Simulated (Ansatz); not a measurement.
**Single-point calculation, with input and output: Ti12Si (part 2 of 2)**

Continued. System: Ti12Si (slab, 13 atoms in the cell). Method: DFT PBE+D3(BJ), scalar-relativistic, plane waves, PAW, PAW set soft_1, no spin polarisation (Ansatz 0.2.0); cutoff 420 eV, 6×6×1 k-mesh, Gaussian smearing of 0.1 eV. The structure derives from an entry of the Crystallography Open Database.

Output, continued
```
  k-point 1: bands = ["-54.7925", "-54.7170", "-54.7041", "-54.6664", "-54.6618", "-54.6218", "-54.6147", "-54.6139", "-54.4345", "-54.3591", "-54.3538", "-54.3519", "-31.3368", "-31.3284", "-31.3099", "-31.2761", "-31.2524", "-31.2478", "-31.2324", "-31.1865", "-31.1627", "-31.1593", "-31.0532", "-30.9913", "-30.9677", "-30.9601", "-30.8781", "-30.8699", "-30.8404", "-30.8254", "-30.8252", "-30.7887", "-30.7851", "-30.7836", "-30.7790", "-30.7431", "-30.7087", "-30.7006", "-30.6630", "-30.5860", "-30.5853", "-30.5817", "-30.5407", "-30.5286", "-30.5222", "-30.4956", "-30.4165", "-30.3872", "-4.4626", "-3.4073", "-2.0190", "-0.8521", "-0.6644", "-0.4814", "-0.4724", "-0.4444", "-0.2774", "-0.2717", "0.1874", "0.2401", "0.2463", "0.3968", "0.4081", "0.4085", "1.0149", "1.0645", "1.0720", "1.4246", "1.8441", "1.8795", "2.0315", "2.2274", "2.3128", "2.3886", "2.4077", "2.4537", "2.6246", "2.6719", "2.7040", "2.7077", "2.8256", "2.8353", "2.8612", "2.8771", "2.9429", "2.9842", "3.0106", "3.0544", "3.0886"]
  k-point 2: bands = ["-54.7778", "-54.7114", "-54.6959", "-54.6757", "-54.6619", "-54.6420", "-54.6148", "-54.6140", "-54.4186", "-54.3749", "-54.3538", "-54.3520", "-31.2833", "-31.2678", "-31.2436", "-31.2206", "-31.1991", "-31.1933", "-31.1560", "-31.1312", "-31.1263", "-31.1121", "-31.0482", "-31.0153", "-31.0011", "-30.9877", "-30.9312", "-30.9187", "-30.8864", "-30.8851", "-30.8590", "-30.8169", "-30.8152", "-30.7628", "-30.7568", "-30.7560", "-30.7335", "-30.7296", "-30.6899", "-30.5932", "-30.5862", "-30.5672", "-30.5631", "-30.5611", "-30.5370", "-30.5148", "-30.4732", "-30.4103", "-4.3938", "-2.8528", "-1.5066", "-1.2007", "-0.4801", "-0.3599", "-0.2340", "-0.2252", "-0.0143", "-0.0047", "0.3471", "0.6495", "0.6538", "0.6719", "0.6926", "0.6931", "1.0974", "1.1519", "1.1766", "1.3028", "1.5792", "1.6809", "1.7201", "1.8478", "1.8861", "2.0634", "2.0748", "2.1371", "2.3101", "2.4128", "2.4360", "2.4363", "2.5404", "2.5807", "2.5972", "2.7123", "2.7893", "2.8719", "2.9513", "3.0253", "3.0289"]
  k-point 6: bands = ["-54.7639", "-54.7032", "-54.7029", "-54.6575", "-54.6559", "-54.6551", "-54.6549", "-54.6005", "-54.3870", "-54.3864", "-54.3839", "-54.3419", "-31.2107", "-31.1859", "-31.1746", "-31.1715", "-31.1367", "-31.1151", "-31.0938", "-31.0925", "-31.0747", "-31.0556", "-31.0352", "-31.0324", "-31.0321", "-31.0297", "-31.0057", "-31.0049", "-31.0016", "-30.9967", "-30.8339", "-30.8330", "-30.8084", "-30.7856", "-30.7832", "-30.7818", "-30.7153", "-30.7003", "-30.6581", "-30.6567", "-30.6508", "-30.5889", "-30.5544", "-30.5504", "-30.5502", "-30.4889", "-30.4888", "-30.4795", "-4.3463", "-1.5742", "-1.5662", "-1.5653", "-0.4701", "-0.4599", "-0.4476", "0.5247", "0.5548", "0.5959", "0.6088", "0.6321", "0.6655", "1.0016", "1.0222", "1.0557", "1.2229", "1.2587", "1.2762", "1.2795", "1.2816", "1.3546", "1.3650", "1.3669", "1.7582", "1.7625", "1.7666", "1.8321", "1.8915", "1.8930", "1.9162", "2.0482", "2.1384", "2.1653", "2.3345", "2.5021", "2.5094", "2.8065", "3.1301", "3.1334", "3.2178"]
```

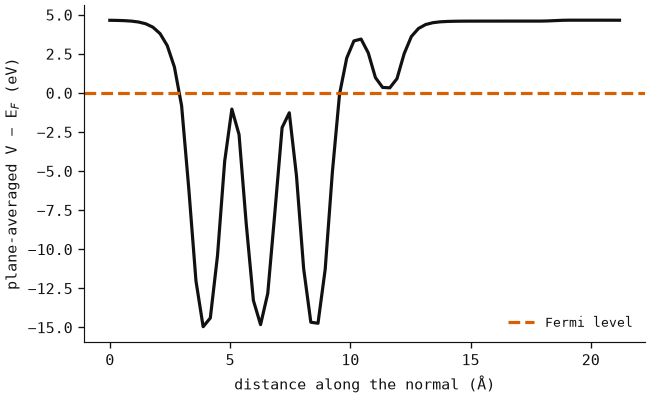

Figure 1. Plane average of the electrostatic potential energy of an electron across the cell, from the Fermi level. The vacuum level lies 4.60 eV above the Fermi level on the upper side and 4.66 eV on the lower.

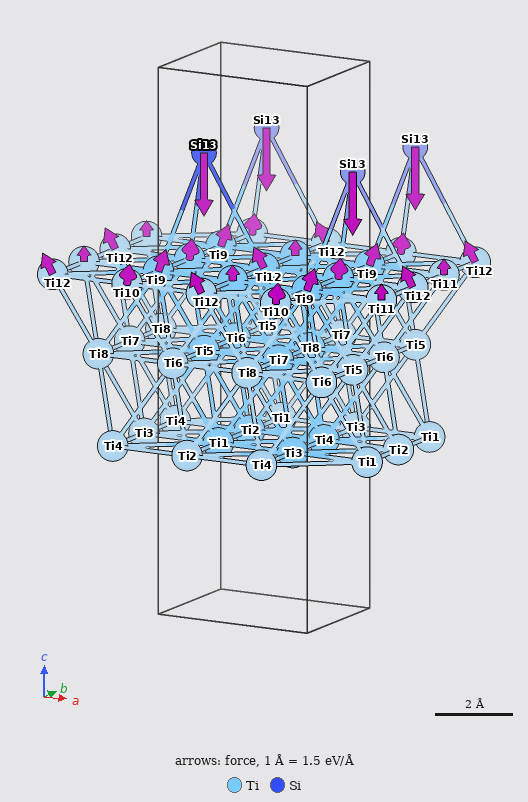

Figure 2. Forces on the atoms as pink arrows (ball-and-stick view of the cell of the calculation, with the vacuum cut short, seen slightly off an axis; neighbours outside the cell are drawn fainter; atoms are numbered from 1 in the order of the input); the smallest are left out. The largest act on Si13 (2.55 eV/Å); Ti9, Ti10, Ti12 (0.96 eV/Å). The geometry is not a stationary point of this energy.

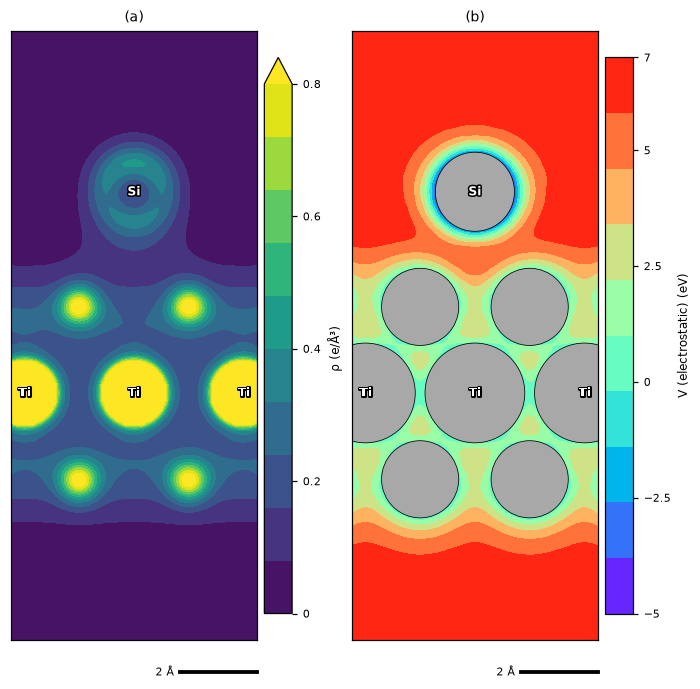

Figure 3. (a) valence charge density (pseudo); (b) electrostatic potential (local pseudopotential plus Hartree) felt by an electron on the (100) plane of the calculation cell, a cut from vacuum to vacuum. Grey discs, where drawn, cover atomic cores. Atoms in the plane: Ti and Si. Ti–Ti (2.85 Å): ρ is about 0.2 e/Å³ halfway. The density dies away to nearly zero in the vacuum. The fields are those of the smooth PAW valence density.

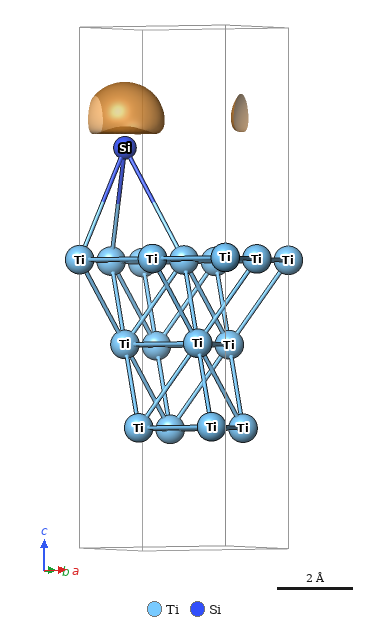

Figure 4. Isosurface of the electron localisation function at 0.9 (orange), seen at an oblique angle. Only the valence region is drawn (cores and ρ < 0.01 e/Å³ removed). Sticks mark near contacts. Profiles from the grid: Ti–Ti (2.78 Å): the ELF is about 0.25 at the midpoint (no localised pair between them). Ti–Si (3.42 Å): the ELF is about 0.50 at the midpoint.

This output came from the following input.

Input
```yaml
crystal:
  lattice:
    - [5.7099611372, 0.0, 0.0]
    - [-2.8549805686, 4.9449713995, 0.0]
    - [0.0, 0.0, 21.4932633465]
  atoms:
    - { symbol: Ti, position: [0.3333333333, 0.1666666667, 0.1861048244] }
    - { symbol: Ti, position: [0.3333333333, 0.6666666667, 0.1861048244] }
    - { symbol: Ti, position: [0.8333333333, 0.1666666667, 0.1861048244] }
    - { symbol: Ti, position: [0.8333333333, 0.6666666667, 0.1861048244] }
    - { symbol: Ti, position: [0.1666666667, 0.3333333333, 0.2907832195] }
    - { symbol: Ti, position: [0.1666666667, 0.8333333333, 0.2907832195] }
    - { symbol: Ti, position: [0.6666666667, 0.3333333333, 0.2907832195] }
    - { symbol: Ti, position: [0.6666666667, 0.8333333333, 0.2907832195] }
    - { symbol: Ti, position: [0.0, 0.0, 0.3951593208] }
    - { symbol: Ti, position: [0.0, 0.5, 0.3951593208] }
    - { symbol: Ti, position: [0.5, 0.0, 0.3951593208] }
    - { symbol: Ti, position: [0.5, 0.5, 0.3951593208] }
    - { symbol: Si, position: [0.1666666667, 0.3333333333, 0.5347379391] }
basis:
  ecutwfc: 420
kpoints:
  mp_grid: { grid: [6, 6, 1] }
hamiltonian:
  xc: pbe
  pseudopotentials: { kind: paw, azcp: { folder: soft_1 } }
  dispersion: d3bj
scf:
  occupations: { method: gaussian, width: 0.1 }
output:
  forces: true
  eigenvalues: true
  write_density: true
  write_potential: true
  elf: true
  volumetric_format: npy
efield:
  axis: 3
  dipole_correction: true
  ramp_width: 0.04
```

Command:
```bash
ansatz run input.yaml --threads 2 --pin off --max-ram 6144MiB --backend cpu --events-out ev --progress --plain --runs-dir out
```

Summary

- outcome: converged
- electrons treated: 148
- free energy: −30628.1013 eV
- work function, top face: 4.60 eV
- work function, bottom face: 4.66 eV
- Fermi energy: 1.998 eV
- gap on the k-point mesh: none (metallic)
- work function (upper face): 4.60 eV
- largest force (length of the vector): 2.545 eV/Å
- hardware: 2 threads of Arm Neoverse V1, 24 GiB of memory available, shared host
- wall time: 36 s (CPU time 70 s)
- peak memory: 1 GiB

Remarks

Warnings of the run: the exchange-correlation potential is rough where the density is thin.
